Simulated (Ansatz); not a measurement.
**Run report: TiAl3, single-point calculation**

The run: single-point calculation of TiAl3 (8 atoms in the cell). Method and program: DFT PBE, scalar-relativistic, plane waves, PAW, no spin polarisation (Ansatz 0.2.0).

The structure derives from a Materials Project entry. It belongs to a series of runs on one base structure; here: strain along c alone, the other axes held, atoms relaxed: -2.0 %. Figures and captions count atoms from 1; the log counts them from 0 in places.

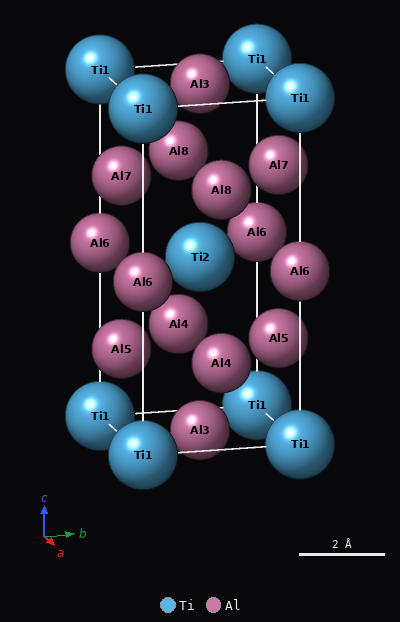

Fig. 1: The input geometry (spheres-only view of the cell of the calculation, seen slightly off an axis; atoms are numbered from 1 in the order of the input).

**Summary**

```json
{"quantity": "outcome", "value": "converged"}
{"quantity": "space group (tolerance 0.01 Å)", "value": "I4/mmm (139)"}
{"quantity": "electrons treated", "value": "42"}
{"quantity": "free energy", "value": "−8227.4946 eV"}
{"quantity": "Fermi energy", "value": "9.712 eV"}
{"quantity": "gap on the k-point mesh", "value": "none (metallic)"}
{"quantity": "pressure", "value": "2.18 GPa"}
{"quantity": "largest force (length of the vector)", "value": "under 0.001 eV/Å"}
{"quantity": "hardware", "value": "1 thread of Arm Neoverse V2, 240 GiB of memory available, shared host"}
{"quantity": "wall time", "value": "17 s"}
{"quantity": "peak memory", "value": "0.52 GiB"}
```

**The input**
```yaml
crystal:
  lattice:
    - [3.8453468586, 0.0, 0.0]
    - [0.0, 3.8453468586, 0.0]
    - [0.0, 0.0, 8.4503534013]
  atoms:
    - { symbol: Ti, position: [0.0, 0.0, 0.0] }
    - { symbol: Ti, position: [0.5, 0.5, 0.5] }
    - { symbol: Al, position: [0.5, 0.5, 0.0] }
    - { symbol: Al, position: [0.0, 0.5, 0.25] }
    - { symbol: Al, position: [0.5, 0.0, 0.25] }
    - { symbol: Al, position: [0.0, 0.0, 0.5] }
    - { symbol: Al, position: [0.5, 0.0, 0.75] }
    - { symbol: Al, position: [0.0, 0.5, 0.75] }
basis:
  ecutwfc: 420
kpoints:
  mp_grid: { grid: [10, 10, 4] }
hamiltonian:
  xc: pbe
scf:
  occupations: { method: gaussian, width: 0.1 }
output:
  forces: true
  stress: true
  eigenvalues: true
  write_density: true
  write_potential: true
  elf: true
  volumetric_format: npy
```

Launch command:
```bash
ansatz run input.yaml --threads 1 --pin off --max-ram 2560MiB --backend cpu --events-out ev --progress --plain --runs-dir out
```

**Output**
```
Engine: ansatz 0.2.0, aarch64-unknown-linux-gnu
Pseudopotentials: kind: paw
Pseudopotential: Ti, paw, valence charge 12, recommended cutoff 420 eV (normal), Ti.paw.azcp
Pseudopotential: Al, paw, valence charge 3, recommended cutoff 420 eV (normal), Al.paw.azcp
Functional definition: PBE
  parameter kappa = 0.804
  parameter beta = 0.06672455060314922
  exchange = pbe_x(kappa = kappa, mu = beta*pi^2/3)
  correlation = pbe_c(beta = beta)
Crystal: 8 atoms, lattice volume = 124.953 Å³
Basis set: ecut = 420 eV, 2445 PW (Γ), exchange–correlation on 54×54×120 points (8 copies of the dense FFT grid, shifted against one another)
Bands: 29, of which v1, the nominal top of the filled ones, is band 21 counted from 1 (20 counted from 0)
Symmetry: 32 space group operations
Space group: I4/mmm (ITA 139), of the structure as read, at distance tolerance 5.0e-5 Å
k-points: 63 of 400
Non-local potential: Ti, projectors of the file, l = 0: 3, l = 1: 2, l = 2: 3, l = 3: 1
Non-local potential: Al, projectors of the file, l = 0: 2, l = 1: 2, l = 2: 1
PAW form: soft (Blöchl's): semilocal exchange-correlation on the pseudo side does not see the compensation charge
PAW one-centre angular grid: Ti, 590 points (default); XC on 64 Gauss nodes
PAW one-centre angular grid: Al, 110 points (default); XC on 64 Gauss nodes
Initial density: superposition of atomic densities (neutral atoms: chi_scale 0, normalization atom), corrected by the library's trained network
Initial wavefunctions: pseudopotential atomic-orbital guess
Functional: x = pbe(κ = 0.804, μ = 0.2195149727645171), c = pbe(β = 0.06672455060314922)
SCF iter   1: F=—  HF=-8227.496710 eV  |F-HF|=—  |Δ(HF+E_count)|=         —  Δρ=2.96e-3  dr2=1.49e-2  ethr=1.77e-3  ⟨swp⟩=6.7  Hψ=8994  notcnv=0
preconditioner: auto → Kerker (q_TF=auto, 2.275 Å⁻¹)  [metal: Δε(μ)=0.028 eV  Ē_g=5.350 eV  σ=0.100 eV  W_gap=0.16  n_scr=26 (ndim 8)  ℏωp=16.9 eV  f_vac=0.000  D(μ)=3.79/eV (n_scr^D=30)]
SCF iter   2: F=—  HF=-8227.494984 eV  |F-HF|=—  |Δ(HF+E_count)|=   1.73e-3  Δρ=1.52e-3  dr2=3.75e-3  ethr=3.55e-5  ⟨swp⟩=1.0  Hψ=2334  notcnv=0  defer=1
SCF iter   3: F=—  HF=-8227.494560 eV  |F-HF|=—  |Δ(HF+E_count)|=   4.24e-4  Δρ=3.09e-4  dr2=1.48e-4  ethr=8.94e-6  ⟨swp⟩=2.0  Hψ=2171  notcnv=0  defer=1
SCF iter   4: F=—  HF=-8227.494537 eV  |F-HF|=—  |Δ(HF+E_count)|=   2.34e-5  Δρ=9.54e-5  dr2=1.64e-5  ethr=3.52e-7  ⟨swp⟩=2.2  Hψ=2332  notcnv=0  defer=1
SCF iter   5: F=—  HF=-8227.494614 eV  |F-HF|=—  |Δ(HF+E_count)|=   7.77e-5  Δρ=1.33e-5  dr2=2.35e-7  ethr=3.91e-8  ⟨swp⟩=2.1  Hψ=2233  notcnv=0  defer=1
SCF iter   6: F=-8227.494614 eV  HF=-8227.494614 eV  |F-HF|=9.07e-9  |Δ(HF+E_count)|=  7.99e-10  Δρ=3.56e-6  dr2=1.44e-8  ethr=2.38e-10  ⟨swp⟩=11.1  Hψ=10698  notcnv=0
SCF 1 converged in 6 iterations: F = -8227.494614 eV  dr2 = 1.44e-8
  greatest PAW one-centre occupation: 0.999 electrons in one spin orbital (limit 2), on the Ti atom at site 1 (counted from 0), in its partial waves of l = 0
```

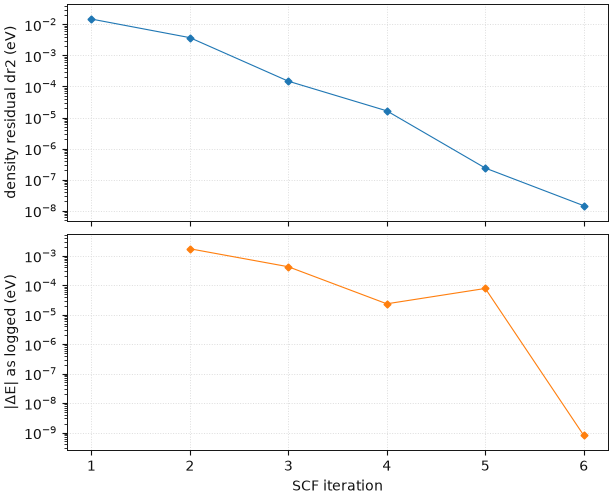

Fig. 2: Convergence of the self-consistent field: density residual dr2 and size of the energy change against the SCF iteration. The residual falls at every step.

```
SCF converged after 6 iterations
Free energy (F): -8227.494614 eV
Harris-Foulkes:  -8227.494614 eV  (|F-HF|=9.07e-9)
Internal energy: -8227.475567 eV  (E = F + TS)
E sigma→0 (E₀):  -8227.485091 eV
Entropy (-TS):   -0.019047 eV (-2.381 meV/atom)
Fermi energy:    9.711598 eV
--- Per-component energies (eV) ---
  E_band       = -299.398739
  E_kinetic    = 689.009949
  E_local      = -2370.102987  (includes V_loc(G=0)·N_el)
  E_nonlocal   = 80.646682
  E_hartree    = 1044.867750
  E_xc         = -436.861972
  E_vxc        = -422.293473  (∫ρ·V_xc dr)
  E_paw        = -4901.581580  (= ΣΔE_a)
  E_vpaw       = -366.400769  (= ΣTr[D̂ρ^β])
  E_aug_tail   = 0.000226  (compensation charges beyond the density's cutoff)
  E_ewald      = -2333.453634
  E_smearing   = -0.019047  (= −TS)
  E_closure    = 0.000000  (closes the sum)
  Σ components = -8227.494614   (vs F -8227.494614, Δ=0.00e0)
--- Forces (eV/Å), atoms counted from 1 ---
  atom   1  Ti     0.00000000    -0.00000000    -0.00000000
  atom   2  Ti     0.00000000    -0.00000000    -0.00000000
  atom   3  Al     0.00000000    -0.00000000    -0.00000000
  atom   4  Al     0.00000000     0.00000000     0.00000000
  atom   5  Al    -0.00000000     0.00000000    -0.00000000
  atom   6  Al     0.00000000    -0.00000000    -0.00000000
  atom   7  Al     0.00000000     0.00000000     0.00000000
  atom   8  Al    -0.00000000     0.00000000     0.00000000
  max |Σ_I F_I| component: 2.78e-17 eV/Å
--- Stress (GPa, compression-positive) ---
        0.938468       0.000000      -0.000000
        0.000000       0.938468      -0.000000
       -0.000000      -0.000000       4.660685
  P = ⅓ Tr σ = 2.1792 GPa (21.792 kbar)
--- Band table (eV; the first three rows and the last of 63) ---
  k-point 0: bands = ["-46.7032", "-46.7031", "-23.0304", "-23.0304", "-23.0301", "-23.0301", "-22.9438", "-22.9405", "-0.4079", "1.2853", "2.1368", "7.0053", "7.2282", "7.6339", "8.2744", "8.4246", "8.4246", "8.6934", "8.6934", "9.4906", "10.4171", "10.4171", "10.5296", "10.6652", "11.3724", "11.3724", "11.9397", "12.1014", "12.8194"]
  k-point 1: bands = ["-46.7032", "-46.7031", "-23.0303", "-23.0303", "-23.0301", "-23.0301", "-22.9433", "-22.9410", "-0.2758", "0.7301", "2.9045", "5.5780", "7.7099", "8.1566", "8.4551", "8.4551", "8.6377", "8.6421", "8.6421", "9.5871", "10.5488", "10.5488", "10.5488", "10.6447", "11.2112", "11.2112", "11.5424", "12.3591", "12.3913"]
  k-point 2: bands = ["-46.7032", "-46.7032", "-23.0302", "-23.0302", "-23.0302", "-23.0302", "-22.9421", "-22.9421", "0.1137", "0.1137", "4.1534", "4.1534", "7.9134", "7.9134", "8.5387", "8.5387", "8.5387", "8.5387", "9.6055", "9.6055", "10.5960", "10.5960", "10.8671", "10.8671", "10.8671", "10.8671", "11.4875", "11.4875", "13.1181"]
  k-point 62: bands = ["-46.7009", "-46.7009", "-23.0528", "-23.0528", "-23.0528", "-23.0528", "-22.9370", "-22.9370", "3.9267", "3.9267", "4.8491", "4.8491", "4.8491", "4.8491", "5.4467", "5.4467", "7.8943", "7.8943", "7.8943", "7.8943", "8.6577", "8.6577", "10.6445", "10.6445", "11.4666", "11.4666", "11.6416", "11.6416", "12.9999"]
```

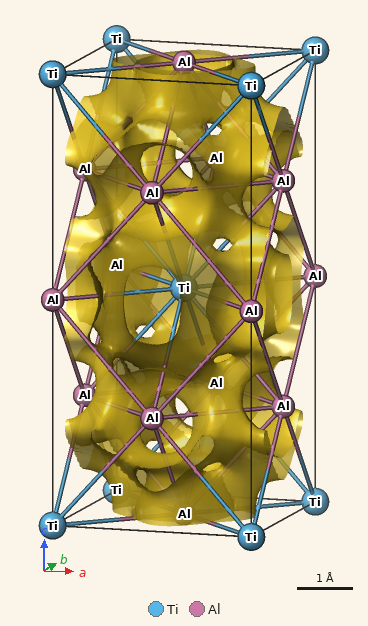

Fig. 3: Isosurface of the ELF at 0.6 (yellow), seen slightly off an axis. Only the valence region is drawn (cores and ρ < 0.01 e/Å³ removed). Sticks mark near contacts. The outline is the cell set on symmetry axes. The ELF exceeds this value in one network that runs through the whole crystal, counted in one cell of 8 atoms. Al–Al (2.72 Å): the ELF peaks at about 0.70 between the atoms. The fields are those of the smooth PAW valence density.

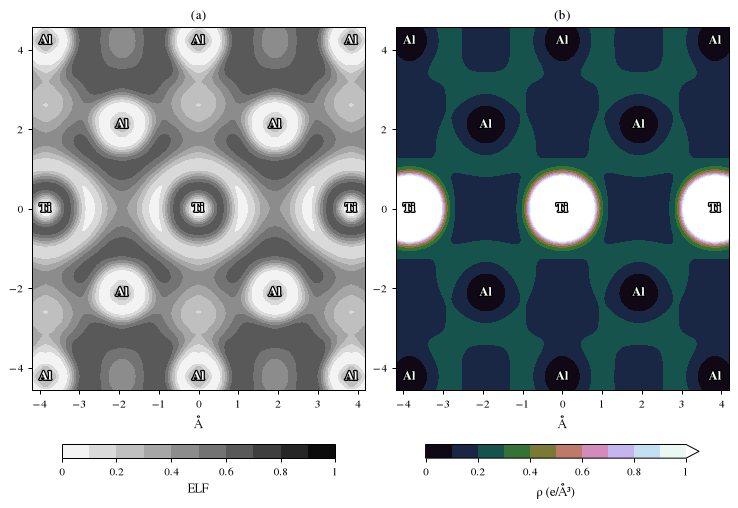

Fig. 4: (a) ELF; (b) valence electron density on the (010) plane of the conventional cell. Atoms in the plane: Ti and Al. Al–Al (2.86 Å): ρ at the midpoint is about 0.21 e/Å³; the ELF peaks at about 0.65 between the atoms. Away from the nuclei the density in this plane falls to 0.13 e/Å³ at its lowest. The strong features right at Ti lie inside the PAW spheres (semicore, d or f shells) and say nothing about bonding.
